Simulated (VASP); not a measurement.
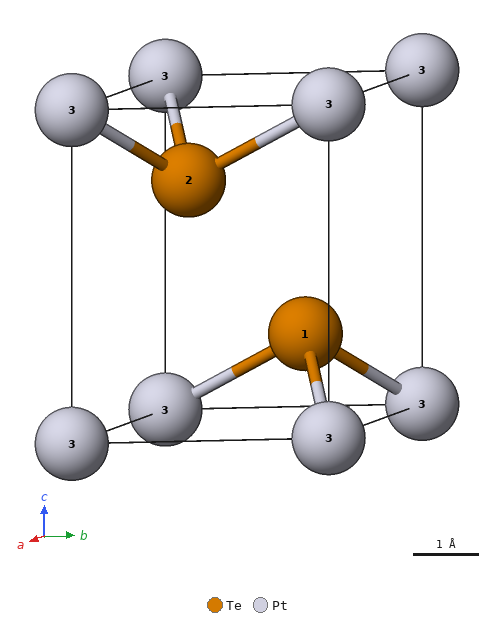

Figure 1. The structure as given in the input (ball-and-stick view of the cell of the calculation, seen slightly off an axis; atoms are numbered from 1 in the order of the input). Near neighbours in the crystal (not all of them lie inside the picture): Te has 3 Pt at 2.66 Å; Pt has 6 Te at 2.66 Å.

## Geometry relaxation of PtTe2 (part 1 of 3)

- system: PtTe2 (P-3m1, 3 atoms in the cell)
- method: Kohn-Sham DFT of a periodic cell, PBE, VASP PAW PBE potentials, recommended, no spin polarisation (VASP 6.6.1)

The structure derives from an entry of the Crystallography Open Database.

### OSZICAR
```
N       E                     dE             d eps       ncg     rms          rms(c)
DAV:   1     0.120605068361E+03    0.12061E+03   -0.10286E+04  3360   0.141E+03
DAV:   2    -0.875509348394E+01   -0.12936E+03   -0.12609E+03  4266   0.233E+02
DAV:   3    -0.137664869537E+02   -0.50114E+01   -0.49424E+01  4193   0.479E+01
DAV:   4    -0.138302955455E+02   -0.63809E-01   -0.63793E-01  4372   0.586E+00
DAV:   5    -0.138313407045E+02   -0.10452E-02   -0.10452E-02  4292   0.635E-01    0.141E+01
DAV:   6    -0.135490266974E+02    0.28231E+00   -0.24196E+00  3465   0.147E+01    0.959E+00
DAV:   7    -0.134529826853E+02    0.96044E-01   -0.59829E-01  3437   0.794E+00    0.396E+00
DAV:   8    -0.134282171564E+02    0.24766E-01   -0.63805E-02  3528   0.240E+00    0.881E-01
DAV:   9    -0.134263423918E+02    0.18748E-02   -0.11462E-02  3969   0.100E+00    0.302E-01
DAV:  10    -0.134264893239E+02   -0.14693E-03   -0.11592E-03  3907   0.254E-01    0.109E-01
DAV:  11    -0.134264851046E+02    0.42193E-05   -0.97669E-05  4200   0.878E-02    0.758E-02
DAV:  12    -0.134264820080E+02    0.30966E-05   -0.78835E-06  3717   0.231E-02    0.413E-02
DAV:  13    -0.134264808040E+02    0.12039E-05   -0.74828E-06  3682   0.223E-02    0.553E-03
DAV:  14    -0.134264805722E+02    0.23188E-06   -0.13004E-06  1918   0.919E-03
   1 F= -.13426481E+02 E0= -.13426552E+02  d E =-.134265E+02
       N       E                     dE             d eps       ncg     rms          rms(c)
DAV:   1    -0.182136544390E+02   -0.47872E+01   -0.91790E+01  3479   0.825E+01    0.202E+01
DAV:   2    -0.142382925371E+02    0.39754E+01   -0.19550E+01  3409   0.456E+01    0.115E+01
DAV:   3    -0.134703393116E+02    0.76795E+00   -0.29908E+00  3493   0.159E+01    0.676E+00
DAV:   4    -0.133576083196E+02    0.11273E+00   -0.27104E-01  3570   0.430E+00    0.544E+00
DAV:   5    -0.132680142143E+02    0.89594E-01   -0.22293E-01  3619   0.348E+00    0.264E+00
DAV:   6    -0.132521218291E+02    0.15892E-01   -0.66728E-02  3528   0.208E+00    0.990E-01
DAV:   7    -0.132523788246E+02   -0.25700E-03   -0.61880E-03  3703   0.561E-01    0.818E-01
DAV:   8    -0.132523450991E+02    0.33725E-04   -0.33999E-04  4205   0.132E-01    0.447E-01
DAV:   9    -0.132523554177E+02   -0.10319E-04   -0.89505E-05  3903   0.736E-02    0.867E-02
DAV:  10    -0.132523548045E+02    0.61320E-06   -0.76679E-06  4081   0.180E-02
   2 F= -.13252355E+02 E0= -.13252488E+02  d E =0.174126E+00
       N       E                     dE             d eps       ncg     rms          rms(c)
DAV:   1    -0.156141451979E+02   -0.23618E+01   -0.35666E+01  3493   0.530E+01    0.100E+01
DAV:   2    -0.142040171158E+02    0.14101E+01   -0.13737E+01  3409   0.324E+01    0.593E+00
DAV:   3    -0.136379297517E+02    0.56609E+00   -0.15570E+00  3465   0.134E+01    0.192E+00
DAV:   4    -0.135854589944E+02    0.52471E-01   -0.30133E-01  3619   0.310E+00    0.861E-01
DAV:   5    -0.135682577657E+02    0.17201E-01   -0.45985E-02  3780   0.181E+00    0.924E-01
DAV:   6    -0.135680922383E+02    0.16553E-03   -0.94035E-03  3612   0.594E-01    0.521E-01
DAV:   7    -0.135677126678E+02    0.37957E-03   -0.21684E-03  3647   0.442E-01    0.316E-01
DAV:   8    -0.135677688027E+02   -0.56135E-04   -0.20194E-04  4378   0.118E-01    0.392E-02
DAV:   9    -0.135677477731E+02    0.21030E-04   -0.48572E-05  3815   0.655E-02    0.334E-02
DAV:  10    -0.135677461653E+02    0.16079E-05   -0.87608E-06  3801   0.180E-02    0.141E-02
DAV:  11    -0.135677465193E+02   -0.35405E-06   -0.32565E-07  1848   0.387E-03
   3 F= -.13567747E+02 E0= -.13567887E+02  d E =-.141266E+00
       N       E                     dE             d eps       ncg     rms          rms(c)
DAV:   1    -0.135686368247E+02   -0.89066E-03   -0.12926E-02  3521   0.101E+00    0.176E-01
DAV:   2    -0.135681041824E+02    0.53264E-03   -0.42816E-03  3430   0.657E-01    0.120E-01
DAV:   3    -0.135679359225E+02    0.16826E-03   -0.50717E-04  3472   0.233E-01    0.441E-02
DAV:   4    -0.135679154171E+02    0.20505E-04   -0.79064E-05  3584   0.482E-02    0.159E-02
DAV:   5    -0.135679117608E+02    0.36563E-05   -0.19308E-05  3871   0.350E-02    0.212E-02
DAV:   6    -0.135679125363E+02   -0.77550E-06   -0.21994E-06  2552   0.138E-02
   4 F= -.13567913E+02 E0= -.13568051E+02  d E =-.141432E+00
       N       E                     dE             d eps       ncg     rms          rms(c)
DAV:   1    -0.135681639904E+02   -0.25223E-03   -0.49742E-03  3521   0.626E-01    0.109E-01
DAV:   2    -0.135679576715E+02    0.20632E-03   -0.16772E-03  3430   0.411E-01    0.780E-02
DAV:   3    -0.135678927110E+02    0.64961E-04   -0.19818E-04  3472   0.146E-01    0.261E-02
DAV:   4    -0.135678853363E+02    0.73746E-05   -0.30580E-05  3577   0.301E-02    0.103E-02
DAV:   5    -0.135678843563E+02    0.97998E-06   -0.73533E-06  3710   0.214E-02
   5 F= -.13567884E+02 E0= -.13568023E+02  d E =-.141404E+00
       N       E                     dE             d eps       ncg     rms          rms(c)
DAV:   1    -0.135709519568E+02   -0.30666E-02   -0.89161E-02  3409   0.216E+00    0.218E-01
DAV:   2    -0.135697346532E+02    0.12173E-02   -0.27211E-03  3773   0.374E-01    0.126E-01
DAV:   3    -0.135694881679E+02    0.24649E-03   -0.63441E-04  4137   0.203E-01    0.557E-02
DAV:   4    -0.135694356496E+02    0.52518E-04   -0.17307E-04  3850   0.104E-01    0.349E-02
DAV:   5    -0.135694335141E+02    0.21355E-05   -0.25927E-05  3612   0.438E-02    0.127E-02
DAV:   6    -0.135694337077E+02   -0.19369E-06   -0.19359E-06  2441   0.102E-02
   6 F= -.13569434E+02 E0= -.13569570E+02  d E =-.154935E-02
       N       E                     dE             d eps       ncg     rms          rms(c)
DAV:   1    -0.135717799592E+02   -0.23464E-02   -0.10202E-01  3409   0.231E+00    0.230E-01
DAV:   2    -0.135703931811E+02    0.13868E-02   -0.31197E-03  3766   0.400E-01    0.137E-01
DAV:   3    -0.135701145781E+02    0.27860E-03   -0.72050E-04  4123   0.217E-01    0.603E-02
DAV:   4    -0.135700542463E+02    0.60332E-04   -0.19788E-04  3857   0.111E-01    0.377E-02
DAV:   5    -0.135700518852E+02    0.23611E-05   -0.29958E-05  3640   0.470E-02    0.135E-02
DAV:   6    -0.135700521386E+02   -0.25342E-06   -0.22269E-06  2695   0.109E-02
   7 F= -.13570052E+02 E0= -.13570184E+02  d E =-.216778E-02
       N       E                     dE             d eps       ncg     rms          rms(c)
DAV:   1    -0.135700713469E+02   -0.19462E-04   -0.49573E-04  3416   0.161E-01    0.155E-02
DAV:   2    -0.135700648728E+02    0.64741E-05   -0.14582E-05  3822   0.271E-02    0.940E-03
DAV:   3    -0.135700636105E+02    0.12623E-05   -0.34229E-06  3428   0.149E-02    0.413E-03
DAV:   4    -0.135700633675E+02    0.24297E-06   -0.90777E-07  1778   0.776E-03
   8 F= -.13570063E+02 E0= -.13570195E+02  d E =-.217901E-02
       N       E                     dE             d eps       ncg     rms          rms(c)
DAV:   1    -0.135715911395E+02   -0.15275E-02   -0.26323E-02  3514   0.146E+00    0.252E-01
DAV:   2    -0.135704360477E+02    0.11551E-02   -0.89009E-03  3437   0.960E-01    0.177E-01
DAV:   3    -0.135700852761E+02    0.35077E-03   -0.10163E-03  3472   0.332E-01    0.600E-02
DAV:   4    -0.135700356747E+02    0.49601E-04   -0.17110E-04  3598   0.707E-02    0.225E-02
DAV:   5    -0.135700237720E+02    0.11903E-04   -0.36676E-05  3857   0.487E-02    0.309E-02
DAV:   6    -0.135700243477E+02   -0.57562E-06   -0.54915E-06  3612   0.209E-02
   9 F= -.13570024E+02 E0= -.13570153E+02  d E =0.390199E-04
       N       E                     dE             d eps       ncg     rms          rms(c)
DAV:   1    -0.135707139629E+02   -0.69019E-03   -0.10546E-02  3507   0.927E-01    0.160E-01
DAV:   2    -0.135702581942E+02    0.45577E-03   -0.35379E-03  3437   0.604E-01    0.108E-01
DAV:   3    -0.135701196599E+02    0.13853E-03   -0.40048E-04  3451   0.209E-01    0.379E-02
DAV:   4    -0.135701027834E+02    0.16876E-04   -0.69836E-05  3626   0.453E-02    0.133E-02
DAV:   5    -0.135701000379E+02    0.27455E-05   -0.14406E-05  3801   0.311E-02    0.188E-02
DAV:   6    -0.135701007776E+02   -0.73971E-06   -0.19043E-06  2240   0.128E-02
  10 F= -.13570101E+02 E0= -.13570231E+02  d E =-.374101E-04
```

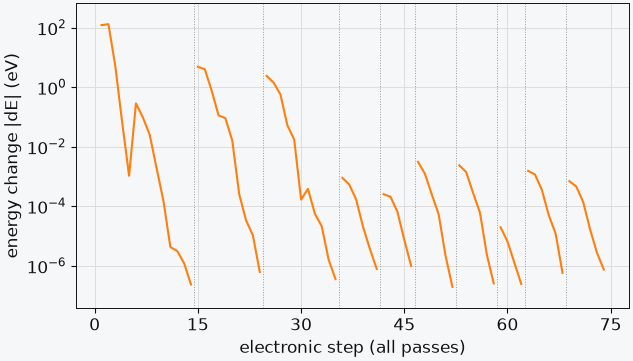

Figure 2. Convergence of the self-consistent field: energy change |dE| against the electronic step. Each stretch between dotted lines is the SCF of one geometry step of a relaxation. The 10 ionic steps take 4 to 14 electronic steps each. The density is held fixed in the first few steps, and dE rises again when its update begins.

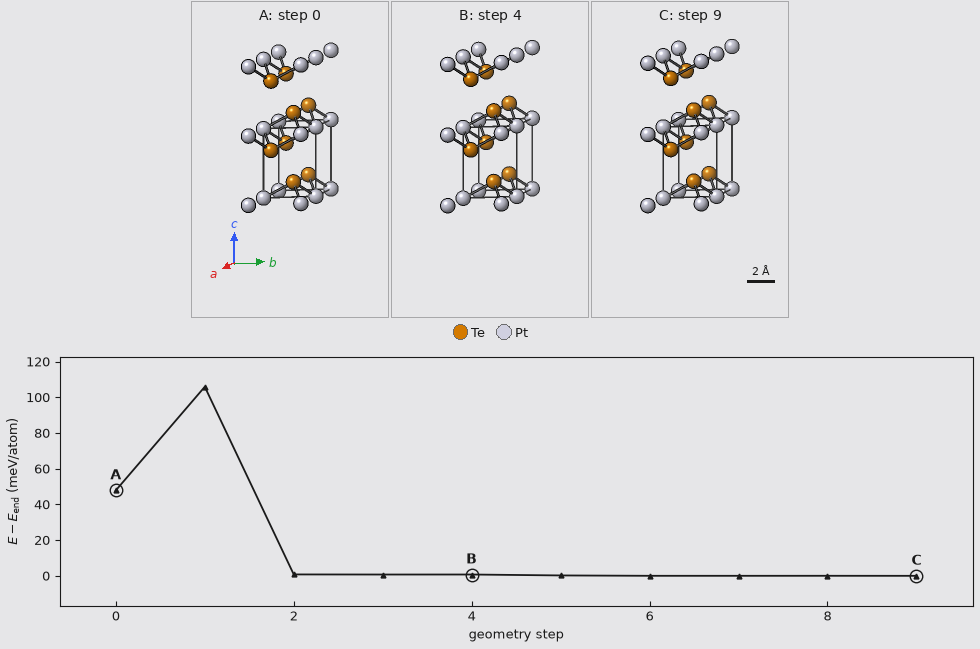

Figure 3. Frames of the relaxation (ball-and-stick view of the cell of the calculation, repeated 2 × 1 × 2, seen slightly off an axis) above the curves, on which the letters mark them (steps are counted from 0).

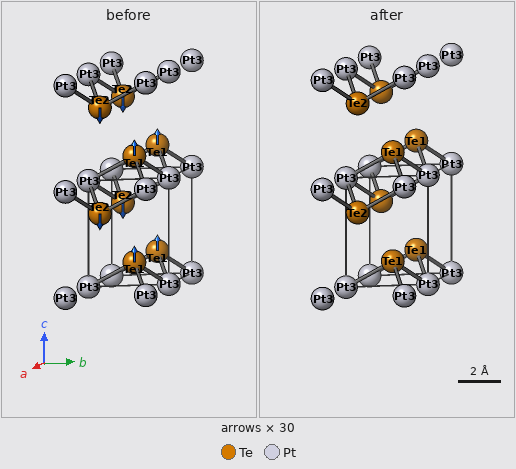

Figure 4. Before (left) and after (right) the relaxation, at one scale (ball-and-stick view of the cell of the calculation, repeated 2 × 1 × 2, seen slightly off an axis). The blue arrows give the displacements (without the part carried along by the change of the cell), magnified 30 times. After 9 geometry steps the energy has fallen by 47.9 meV per atom. Largest force component: 1 eV/Å at the start, 0.0074 eV/Å at the end. The largest moves relative to the cell, 0.027 Å, are those of Te1 and Te2. Pt stays in place. The volume changes by +6.7 %, with a = b 4.010 → 4.088 Å (+1.9 %), c 5.201 → 5.342 Å (+2.7 %). Among the contacts that change: Te1–Pt3 2.655 → 2.725 Å. The space group stays P-3m1 (No. 164). (Atoms are counted from 1 in the order of the input.)

### Parts of OUTCAR
```
PREC = Accurate
   ENCUT = 600
   EDIFF = 1E-6
   ISMEAR = 1
   LREAL = False
   LASPH = True
   NELM = 80
   ISIF = 3
   GGA = PE
   IBRION = 2
   NSW = 90
   EDIFFG = -0.01

 ion  position               nearest neighbor table
   1  0.333  0.667  0.250-   3 2.66   3 2.66   3 2.66   2 3.48   2 3.48   2 3.48   2 3.48   2 3.48
                             2 3.48
   2  0.667  0.333  0.750-   3 2.66   3 2.66   3 2.66   1 3.48   1 3.48   1 3.48   1 3.48   1 3.48
                             1 3.48
   3  0.000  0.000  0.000-   1 2.66   2 2.66   2 2.66   1 2.66   2 2.66   1 2.66

  LATTYP: Found a hexagonal cell.
 ALAT       =     4.0100000000
 C/A-ratio  =     1.2970074813

  Lattice vectors:

 A1 = (   4.0100000000,   0.0000000000,   0.0000000000)
 A2 = (  -2.0050000000,   3.4727618692,   0.0000000000)
 A3 = (   0.0000000000,   0.0000000000,   5.2010000000)

Analysis of symmetry for initial positions (statically):
=====================================================================
 Subroutine PRICEL returns:
 Original cell was already a primitive cell.

 Routine SETGRP: Setting up the symmetry group for a
 hexagonal supercell.

 Subroutine GETGRP returns: Found 12 space group operations
 (whereof 12 operations were pure point group operations)
 out of a pool of 24 trial point group operations.

The static configuration has the point symmetry D_3d.

Analysis of symmetry for dynamics (positions and initial velocities):
=====================================================================
 Subroutine PRICEL returns:
 Original cell was already a primitive cell.

 Routine SETGRP: Setting up the symmetry group for a
 hexagonal supercell.

 Subroutine GETGRP returns: Found 12 space group operations
 (whereof 12 operations were pure point group operations)
 out of a pool of 24 trial point group operations.

The dynamic configuration has the point symmetry D_3d.

 Subroutine INISYM returns: Found 12 space group operations
 (whereof 12 operations are pure point group operations),
 and found     1 'primitive' translations

----------------------------------------------------------------------------------------

                                     Primitive cell

  volume of cell :      72.4280

  direct lattice vectors                    reciprocal lattice vectors
     4.010000000  0.000000000  0.000000000     0.249376559  0.143977623  0.000000000
    -2.005000000  3.472761869  0.000000000     0.000000000  0.287955246  0.000000000
     0.000000000  0.000000000  5.201000000     0.000000000  0.000000000  0.192270717

  length of vectors
     4.010000000  4.010000000  5.201000000     0.287955246  0.287955246  0.192270717

  position of ions in fractional coordinates (direct lattice)
     0.333333333  0.666666667  0.250000000
     0.666666667  0.333333333  0.750000000
     0.000000000  0.000000000  0.000000000

  ion indices of the primitive-cell ions
   primitive index   ion index
                 1           1
                 2           2
                 3           3

----------------------------------------------------------------------------------------

 KPOINTS: Automatic mesh

Automatic generation of k-mesh.
 Grid dimensions read from file:
 generate k-points for:   12   12    7

 Generating k-lattice:

  Cartesian coordinates                     Fractional coordinates (reciprocal lattice)
     0.020781380  0.011998135  0.000000000     0.083333333  0.000000000  0.000000000
     0.000000000  0.023996271  0.000000000     0.000000000  0.083333333  0.000000000
     0.000000000  0.000000000  0.027467245     0.000000000  0.000000000  0.142857143

  Length of vectors
     0.023996271  0.023996271  0.027467245

  Shift w.r.t. Gamma in fractional coordinates (k-lattice)
     0.000000000  0.000000000  0.000000000

 Subroutine IBZKPT returns following result:
 ===========================================

 Found    112 irreducible k-points:
```
